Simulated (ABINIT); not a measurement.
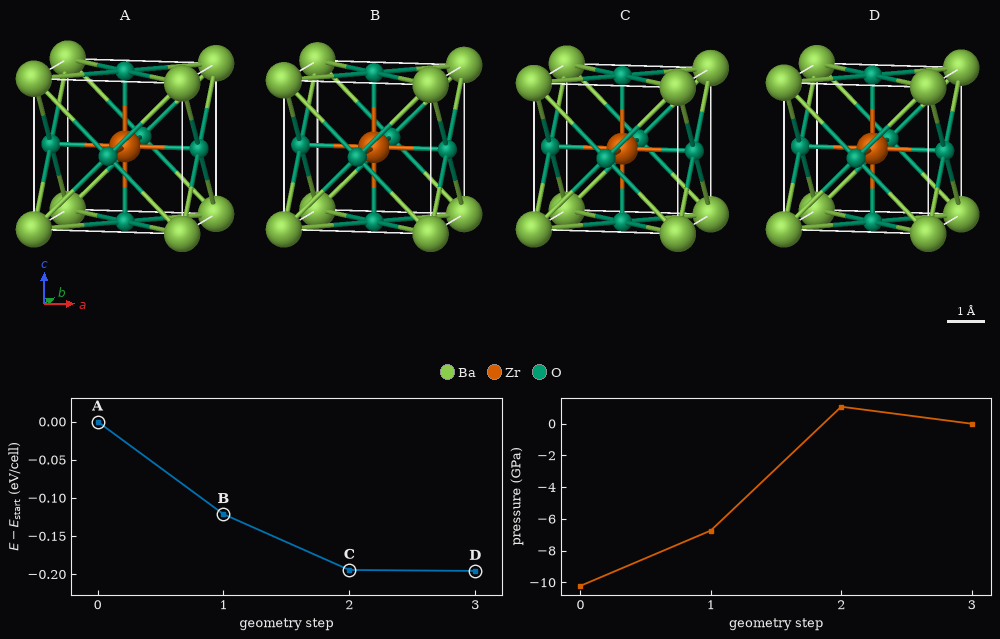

Frames of a relaxation of solid BaZrO3 (set up in Pm-3m), marked on the history of the run. The picture is a ball-and-stick view of the cell of the calculation, seen slightly off an axis.

The run lets cell and atoms move.

The calculation used ABINIT 10.8.3, Kohn-Sham DFT of a periodic cell, LDA, HGH LDA.

Input file:
```
# Pseudopotentials
pp_dirpath "./"
pseudos "Ba.hgh, Zr.hgh, O.hgh"

# Structure
acell 7.9204846952 7.9204846952 7.9204846952
rprim
     1.0000000000     0.0000000000     0.0000000000
     0.0000000000     1.0000000000     0.0000000000
     0.0000000000     0.0000000000     1.0000000000
ntypat 3
znucl 56 40 8
natom 5
typat 1 2 3 3 3
chkprim 0
chksymtnons 0
tolsym 1.0e-6
xred
            0.0            0.0            0.0
            1/2            1/2            1/2
            1/2            1/2            0.0
            1/2            0.0            1/2
            0.0            1/2            1/2

# Plane-wave basis
ecut 110.0
ecutsm 0.5

# k points
kptopt 1
ngkpt 4 4 4
nshiftk 1
shiftk 0.0 0.0 0.0

# Exchange and correlation
ixc 7

# Bands and occupations
nband 16
occopt 3
tsmear 0.00183747

# SCF cycle
nstep 80
tolvrs 1.0e-12

# Output
iomode 3
prteig 0
prtebands 0
prtwf 0
prtden 0

# Relaxation
ionmov 2
optcell 2
ntime 50
tolmxf 2.0e-5
dilatmx 1.08
```

Command:
```bash
abinit run.abi > log 2>&1
```

> What happens along the run?

No atom moves by more than 0.005 Å relative to the cell. The drawn cell changes as follows: a = b = c 4.191 → 4.081 Å (−2.6 %); the volume changes by −7.7 %. Near-neighbour distances that change, for instance: Ba–Zr 3.630 → 3.534 Å, Ba–O 2.964 → 2.885 Å, O–Zr 2.096 → 2.040 Å. The space group stays Pm-3m (No. 221). The energy falls by 0.196 eV per cell of the calculation in 3 geometry steps. All forces vanish by symmetry, so only the cell relaxes. Pressure: −10.22 GPa at the start and −0.01 GPa at the end. From step 0 to 1: volume −3.1 %, energy −0.121 eV per cell of the calculation. From step 1 to 2: volume −5.5 %, energy −73.1 meV per cell of the calculation. From step 2 to 3: volume +0.7 %, energy −1.3 meV per cell of the calculation.

| step | E − E(0), meV/atom | pressure, GPa | volume, Å³/atom |
| --- | --- | --- | --- |
| 0 | 0.00 | -10.22 | 14.726 |
| 1 | -24.26 | -6.73 | 14.271 |
| 2 | -38.89 | 1.07 | 13.489 |
| 3 | -39.15 | -0.01 | 13.589 |
